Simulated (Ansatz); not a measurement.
**C: single-point calculation**

The run: single-point calculation of C (P2₁/m, 4 atoms in the cell). Method and program: DFT PBE, scalar-relativistic, plane waves, PAW, PAW set soft_1, no spin polarisation (Ansatz 0.2.0).

The structure derives from an entry of the Crystallography Open Database. Figures and captions count atoms from 1; the log counts them from 0 in places.

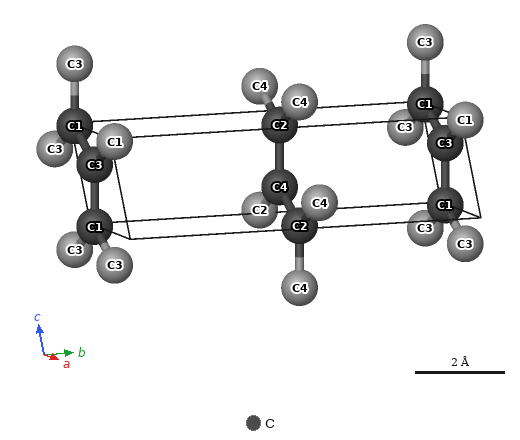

Fig. 1: The structure (ball-and-stick view of the cell of the calculation, set on other vectors, seen slightly off an axis; neighbours outside the cell are drawn fainter; atoms are numbered from 1 in the order of the input). An atom can appear more than once, as a periodic image.

## Results in brief

| quantity | value |
| --- | --- |
| outcome | converged |
| space group (tolerance 0.01 Å) | P2₁/m (11) |
| electrons treated | 16 |
| free energy | −1003.7800 eV |
| Fermi energy | 4.578 eV |
| gap on the k-point mesh | none (metallic) |
| pressure | 0.01 GPa |
| largest force (length of the vector) | 0.001 eV/Å |
| hardware | 2 threads of Arm Neoverse N1, 98 GiB of memory available, shared host |
| wall time | 33 s (CPU time 65 s) |
| peak memory | 0.64 GiB |

## Input
```yaml
crystal:
  lattice:
    - [2.4665231295, 0.0, 0.0]
    - [-1.2332615647, 2.1360716891, 0.0]
    - [0.0, 0.0, 8.5653080463]
  atoms:
    - { symbol: C, position: [0.0089483053, 0.1332795093, 0.0025] }
    - { symbol: C, position: [-0.0089483053, -0.1332795093, 0.5025] }
    - { symbol: C, position: [0.3422818088, 0.7999487103, 0.0025] }
    - { symbol: C, position: [0.6577181912, 0.2000512897, 0.5025] }
basis:
  ecutwfc: 520.0
kpoints:
  mp_grid: { grid: [18, 18, 6] }
hamiltonian:
  xc: pbe
  pseudopotentials: { kind: paw, azcp: { folder: soft_1 } }
scf:
  occupations: { method: gaussian, width: 0.15 }
output:
  forces: true
  stress: true
  eigenvalues: true
  write_density: true
  write_potential: true
  elf: true
  volumetric_format: npy
```

Launch command:
```bash
ansatz run input.yaml --threads 2 --pin off --max-ram 4096MiB --backend cpu --events-out ev --progress --plain --runs-dir out
```

## The program's output
```
Engine: ansatz 0.2.0, aarch64-unknown-linux-gnu
Pseudopotentials: kind: paw
Pseudopotential: C, paw, valence charge 4, recommended cutoff 420 eV (normal), [file]
Functional definition: PBE
  parameter kappa = 0.804
  parameter beta = 0.06672455060314922
  exchange = pbe_x(kappa = kappa, mu = beta*pi^2/3)
  correlation = pbe_c(beta = beta)
Crystal: 4 atoms, lattice volume = 45.128 Å³
Basis set: ecut = 520 eV, 1201 PW (Γ), exchange–correlation on 40×40×128 points (8 copies of the dense FFT grid, shifted against one another)
Bands: 12, of which v1, the nominal top of the filled ones, is band 8 counted from 1 (7 counted from 0)
Symmetry: 4 space group operations
Space group: P21/m (ITA 11), of the structure as read, at distance tolerance 3.6e-5 Å
k-points: 656 of 1944
Non-local potential: C, projectors of the file, l = 0: 2, l = 1: 2, l = 2: 1
PAW form: soft (Blöchl's): semilocal exchange-correlation on the pseudo side does not see the compensation charge
PAW one-centre angular grid: C, 110 points (default); XC on 64 Gauss nodes
Initial density: superposition of atomic densities (chi_scale 0.1, normalization cell)
Initial wavefunctions: pseudopotential atomic-orbital guess
Functional: x = pbe(κ = 0.804, μ = 0.2195149727645171), c = pbe(β = 0.06672455060314922)
SCF iter   1: F=—  HF=-1006.053947 eV  |F-HF|=—  |Δ(HF+E_count)|=         —  Δρ=1.13e-1  dr2=5.26e0  ethr=3.10e-3  ⟨swp⟩=5.6  Hψ=47258  notcnv=0
preconditioner: auto → LDOS  [metal: Δε(μ)=0.018 eV  Ē_g=16.276 eV  σ=0.150 eV  W_gap=0.07  n_scr=6 (ndim 8)  ℏωp=22.1 eV  f_vac=0.145  D(μ)=0.17/eV (n_scr^D=2)  β→1.0]
SCF iter   2: F=—  HF=-1004.184181 eV  |F-HF|=—  |Δ(HF+E_count)|=    1.87e0  Δρ=4.13e-2  dr2=8.61e-1  ethr=3.10e-3  ⟨swp⟩=3.6  Hψ=26038  notcnv=0
SCF iter   3: F=—  HF=-1003.780951 eV  |F-HF|=—  |Δ(HF+E_count)|=   4.03e-1  Δρ=2.35e-3  dr2=2.57e-3  ethr=3.10e-3  ⟨swp⟩=2.8  Hψ=21302  notcnv=0
SCF iter   4: F=—  HF=-1003.780012 eV  |F-HF|=—  |Δ(HF+E_count)|=   9.39e-4  Δρ=3.86e-4  dr2=5.27e-5  ethr=1.61e-5  ⟨swp⟩=2.2  Hψ=14551  notcnv=0
SCF iter   5: F=—  HF=-1003.780039 eV  |F-HF|=—  |Δ(HF+E_count)|=   2.68e-5  Δρ=3.34e-4  dr2=4.38e-5  ethr=3.29e-7  ⟨swp⟩=2.0  Hψ=13133  notcnv=0
SCF iter   6: F=—  HF=-1003.780028 eV  |F-HF|=—  |Δ(HF+E_count)|=   1.09e-5  Δρ=7.54e-5  dr2=2.20e-6  ethr=2.74e-7  ⟨swp⟩=2.5  Hψ=12661  notcnv=0
SCF iter   7: F=-1003.780028 eV  HF=-1003.780028 eV  |F-HF|=1.18e-8  |Δ(HF+E_count)|=   4.35e-7  Δρ=6.91e-6  dr2=1.77e-8  ethr=6.25e-10  ⟨swp⟩=8.9  Hψ=69299  notcnv=0
SCF 1 converged in 7 iterations: F = -1003.780028 eV  dr2 = 1.77e-8
  greatest PAW one-centre occupation: 0.673 electrons in one spin orbital (limit 2), on the C atom at site 1 (counted from 0), in its partial waves of l = 0
```

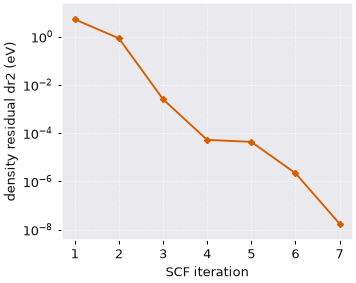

Fig. 2: Convergence of the self-consistent field: density residual dr2 against the SCF iteration. The residual falls at every step.

```
SCF converged after 7 iterations
Free energy (F): -1003.780028 eV
Harris-Foulkes:  -1003.780028 eV  (|F-HF|=1.18e-8)
Internal energy: -1003.778304 eV  (E = F + TS)
E sigma→0 (E₀):  -1003.779166 eV
Entropy (-TS):   -0.001723 eV (-0.431 meV/atom)
Fermi energy:    4.578478 eV
--- Per-component energies (eV) ---
  E_band       = -73.079979
  E_kinetic    = 353.606488
  E_local      = -886.610710  (includes V_loc(G=0)·N_el)
  E_nonlocal   = 93.814605
  E_hartree    = 314.276059
  E_xc         = -187.668028
  E_vxc        = -231.066478  (∫ρ·V_xc dr)
  E_paw        = -400.406532  (= ΣΔE_a)
  E_vpaw       = -31.375932  (= ΣTr[D̂ρ^β])
  E_aug_tail   = 0.000001  (compensation charges beyond the density's cutoff)
  E_ewald      = -290.790187
  E_smearing   = -0.001723  (= −TS)
  E_closure    = 0.000000  (closes the sum)
  Σ components = -1003.780028   (vs F -1003.780028, Δ=0.00e0)
--- Forces (eV/Å), atoms counted from 1 ---
  atom   1  C      0.00046104    -0.00004939    -0.00000000
  atom   2  C     -0.00046104     0.00004939     0.00000000
  atom   3  C      0.00069712    -0.00021056    -0.00000000
  atom   4  C     -0.00069712     0.00021056     0.00000000
  max |Σ_I F_I| component: 0.00e0 eV/Å
--- Stress (GPa, compression-positive) ---
       -0.001743      -0.001403       0.000000
       -0.001403      -0.018718       0.000000
        0.000000       0.000000       0.052696
  P = ⅓ Tr σ = 0.0107 GPa (0.107 kbar)
--- Band table (eV; the first three rows and the last of 656) ---
  k-point 0: bands = ["-14.9574", "-14.9232", "-3.2672", "-2.7995", "1.5351", "1.5356", "1.5363", "1.5366", "7.6540", "10.9147", "12.9012", "12.9027"]
  k-point 1: bands = ["-14.9551", "-14.9255", "-3.2382", "-2.8334", "1.5352", "1.5356", "1.5363", "1.5365", "7.8027", "10.5230", "12.9017", "12.9030"]
  k-point 2: bands = ["-14.9489", "-14.9318", "-3.1573", "-2.9240", "1.5355", "1.5358", "1.5362", "1.5362", "8.2331", "9.7178", "12.9029", "12.9036"]
  k-point 655: bands = ["-9.7014", "-9.7014", "-8.6652", "-8.6652", "-1.8517", "-1.8517", "2.2177", "2.2177", "6.2556", "6.2556", "11.9455", "11.9455"]
```

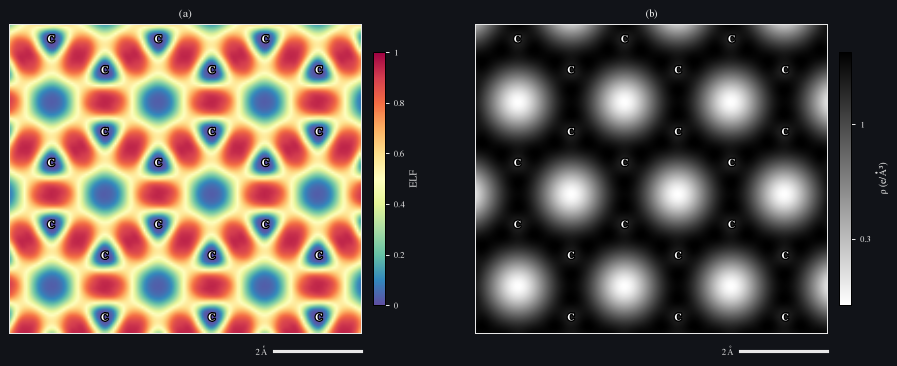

Fig. 3: (a) ELF; (b) valence charge density (pseudo) on the (010) plane of the conventional cell. Atoms in the plane: C. Away from the nuclei the density in this plane falls to 0.15 e/Å³ at its lowest. Core electrons are frozen (PAW), so the fields are smoothed inside the atomic spheres.

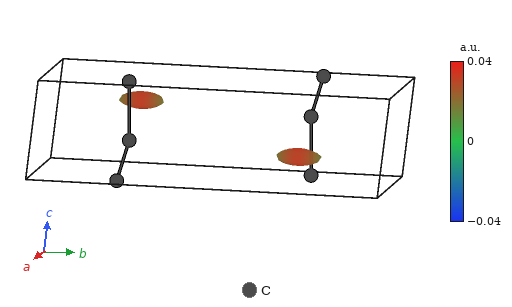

Fig. 4: Non-covalent interaction (NCI) plot: the surface where the reduced density gradient is 0.5, for densities under 0.05 a.u., coloured by sign(λ₂)ρ; seen slightly off an axis. The outline is the cell set on symmetry axes.
